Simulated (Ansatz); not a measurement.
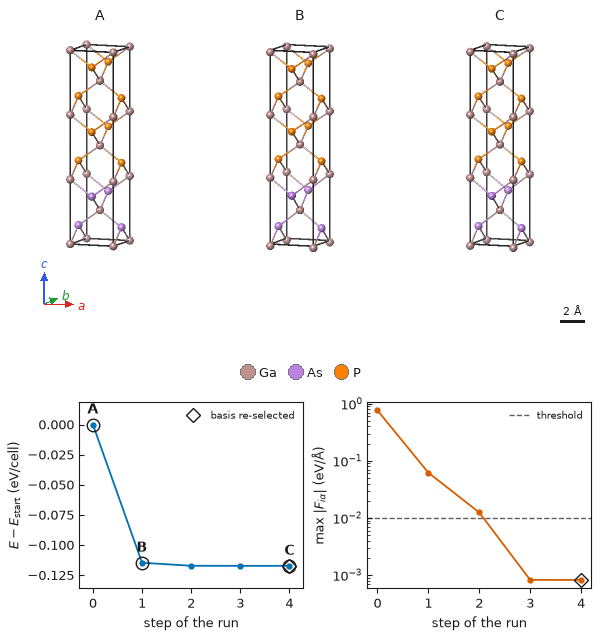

Frames of a relaxation of a crystal of Ga$_{3}$AsP$_{2}$ (set up in P-4m2), marked on the history of the run. Style: ball-and-stick. Shown: the cell of the calculation, slightly off an axis.

Case: superlattice of 2 and 4 planes along [0 0 1].

All numbers below come from DFT PBE, scalar-relativistic, plane waves, PAW in Ansatz 0.2.0.

Input file:
```yaml
crystal:
  lattice:
    - [3.9496625032, 0.0, 0.0]
    - [0.0, 3.9496625032, 0.0]
    - [0.0, 0.0, 16.7569988366]
  atoms:
    - { symbol: Ga, position: [0.0, 0.0, 0.0] }
    - { symbol: Ga, position: [0.5, 0.5, 0.1666666667] }
    - { symbol: As, position: [0.0, 0.5, 0.0833333333] }
    - { symbol: As, position: [0.5, 0.0, 0.25] }
    - { symbol: Ga, position: [0.0, 0.0, 0.3333333333] }
    - { symbol: Ga, position: [0.5, 0.5, 0.5] }
    - { symbol: P, position: [0.0, 0.5, 0.4166666667] }
    - { symbol: P, position: [0.5, 0.0, 0.5833333333] }
    - { symbol: Ga, position: [0.0, 0.0, 0.6666666667] }
    - { symbol: Ga, position: [0.5, 0.5, 0.8333333333] }
    - { symbol: P, position: [0.0, 0.5, 0.75] }
    - { symbol: P, position: [0.5, 0.0, 0.9166666667] }
basis:
  ecutwfc: 420
kpoints:
  mp_grid: { grid: [8, 8, 2] }
hamiltonian:
  xc: pbe
scf:
  occupations: { method: gaussian, width: 0.1 }
output:
  forces: true
  stress: true
  eigenvalues: true
  populations: true
relax:
  adjacent_minimum: "off"
  f_tol: 0.01
  max_steps: 45
  cell: { stress_tol: 0.05 }
```

Launched with:
```bash
ansatz run input.yaml --threads 2 --pin off --max-ram 5120MiB --backend cpu --events-out ev --progress --plain --runs-dir out
```

### What happens along the run?

After 3 accepted moves (4 points after the start) the energy has fallen by 0.117 eV per cell of the calculation. The largest force component goes from 0.76 to 0.00082 eV/Å. Pressure: 0.09 GPa at the start and −0.01 GPa at the end. At 1 point the geometry stayed and the basis and grid were re-selected for the new cell (energy shift of less than 0.05 meV per cell of the calculation at most each time). The largest moves relative to the cell, 0.14 Å, are those of Ga1 and Ga5. Ga5 goes along +c. By element the largest moves are Ga 0.14 Å, P 0.11 Å, As 0.07 Å. Cell: a = b 3.950 → 3.949 Å (0.0 %), c 16.757 → 16.755 Å (0.0 %). Volume −0.1 %. Some distances before and after: As4–Ga5 2.419 → 2.460 Å, Ga10–P11 2.419 → 2.397 Å. Bond angles that change, for instance: As3–Ga1–As3 109.5° → 106.7°, Ga2–As4–Ga2 109.5° → 106.8°. The space group stays P-4m2 (No. 115). The run took 80 s on 2 threads of Intel(R) Xeon(R) 6975P-C (Granite Rapids) (shared host), peak memory 0.87 GiB. From step 0 to 1: Ga atoms move most (0.16 Å), energy −0.115 eV per cell of the calculation. From step 1 to 4: Ga and P atoms move most (0.02 Å), volume −0.2 %, energy −2.6 meV per cell of the calculation.

| step | E − E(0), meV/atom | largest force component, eV/Å | pressure, GPa | volume, Å³/atom | note |
| --- | --- | --- | --- | --- | --- |
| 0 | 0.00 | 0.7636 | 0.09 | 21.784 |  |
| 1 | -9.56 | 0.0619 | -0.12 | 21.805 |  |
| 2 | -9.77 | 0.0124 | -0.05 | 21.783 |  |
| 3 | -9.77 | 0.0008 | -0.01 | 21.771 |  |
| 4 | -9.77 | 0.0008 | -0.01 | 21.771 | same geometry, new basis |
